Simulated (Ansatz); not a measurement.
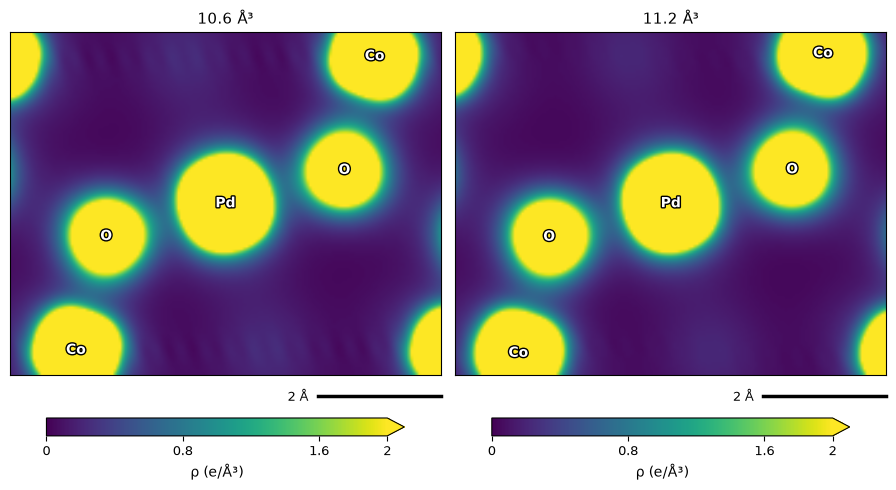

CoPdO2. The valence charge density (pseudo) of cells scaled evenly to different volumes (given per atom above each panel), on the (101̄) plane of each (indices in the axes of the cell below), at one length scale and on one colour scale.

A structure from a database of computed crystals, not necessarily the ambient phase; the program warned that a starting moment wasn't kept; spin-polarised, but the moments vanished.

The calculation used Ansatz 0.2.0, Kohn-Sham DFT of a periodic cell, PBEsol, Ansatz PAW.

The density is the valence pseudo-density of a PAW calculation; it isn't the true density close to the nuclei.

The largest cell:

```
CELL_PARAMETERS angstrom
2.91954 0.00000 0.00000
-1.45977 0.84280 6.07462
1.45977 -2.52839 0.00000
ATOMIC_POSITIONS crystal
Pd 0.00000 0.00000 0.00000
Co 0.50000 0.50000 0.50000
O 0.11248 0.33743 0.11248
O 0.88752 0.66257 0.88752
```

| volume (Å³/atom) | Co–O contact in the plane (Å) | ρ at its midpoint (e/Å³) | pressure (GPa) | 
| --- | --- | --- | --- |
| 10.58 | 1.916 | 0.722 | −10.6 | 
| 10.79 | 1.929 | ? | ? | 
| 11.21 | 1.954 | 0.659 | −20.2 | 

Question: What values belong in the row with question marks?

Answer: Over the known rows ln ρ falls by 2.40 per Å of Co–O distance (the line through the two), which gives 0.700 e/Å³ at 1.929 Å; the calculation gives 0.700 e/Å³. For the pressure, a straight line in volume between the neighbouring rows gives −13.8 GPa; the calculation gives −14.2, lower because pressure rises ever faster on compression.
